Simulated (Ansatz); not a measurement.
HfN

```yaml
crystal:
  lattice:
    - [2.31548, -2.31548, 0.00000]
    - [2.31548, 2.31548, 0.00000]
    - [0.00000, 0.00000, 4.29210]
  atoms:
    - { symbol: Hf, position: [0.00000, 0.00000, 0.00000] }
    - { symbol: Hf, position: [0.50000, 0.50000, 0.50000] }
    - { symbol: N, position: [0.50000, 0.50000, 0.00000] }
    - { symbol: N, position: [0.00000, 0.00000, 0.50000] }
```

Space group I4/mmm; changed on purpose from its base cell (strain +0.025 along x and y, -0.050 along z, atoms carried along); computed pressure about 10 GPa in this cell; computed without spin polarisation.

The calculation used DFT PBE, scalar-relativistic, plane waves, PAW (Ansatz).

The density is the valence pseudo-density of a PAW calculation; it isn't the true density close to the nuclei.

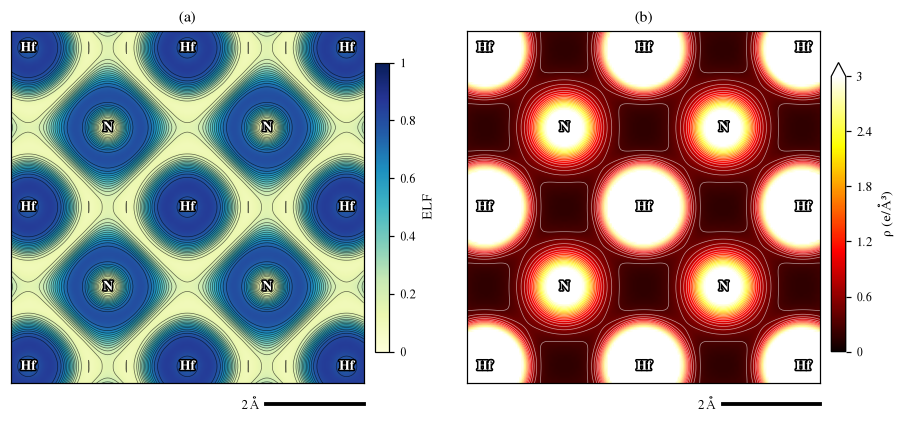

Figure 1. (a) electron localisation function; (b) valence electron density on the (001) plane of the conventional cell.

What do the fields say about this system?

Answer. The section cuts through Hf and N sites.
Hf–N (2.32 Å): the density is about 0.44 e/Å³ at the midpoint; the ELF peaks at about 0.80 in the valence shell of N, 0.7 Å from its nucleus, and is about 0.15 at the midpoint; no localised pair shows between them.
Between the atoms the lowest density in this plane is 0.17 e/Å³.
The features right at Hf lie inside the PAW spheres, where the map follows smoothed inner orbitals and isn't to be read closely.

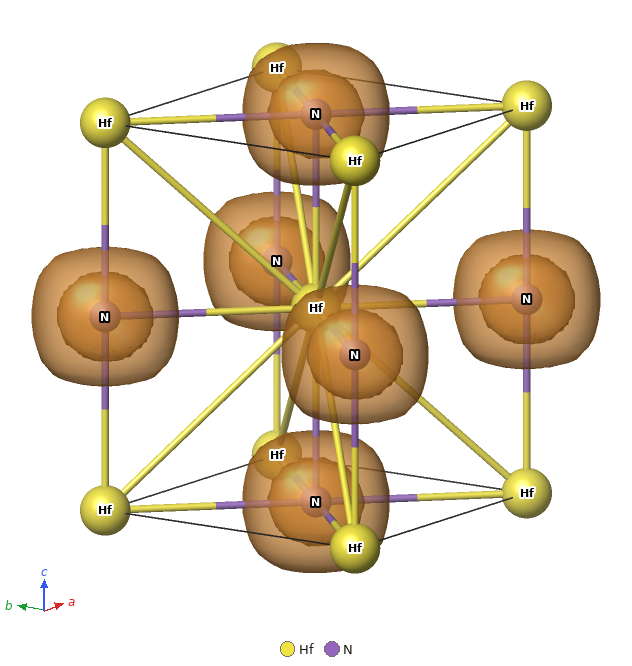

Figure 2. Isosurface of the ELF at 0.75 (orange), seen at an oblique angle. Core shells and regions of very low density are left out. Sticks mark near contacts.

Describe the localisation domains.

Answer. The surface consists of two regions wrapped around N (the valence shell of each), counted in one cell of 4 atoms. Regions shared between cells count once. Profiles from the grid: Hf–N (2.15 Å): the ELF peaks at about 0.80 in the valence shell of N, 0.6 Å from its nucleus, and drops to about 0.15 between the two atoms (no shared electron pair shows on this line). Hf–Hf (3.16 Å): the ELF is about 0.15 at the midpoint; no shared electron pair shows on this line.

Metal or insulator at this level of theory?

Answer. It is gapless in this calculation (a metal or semimetal).
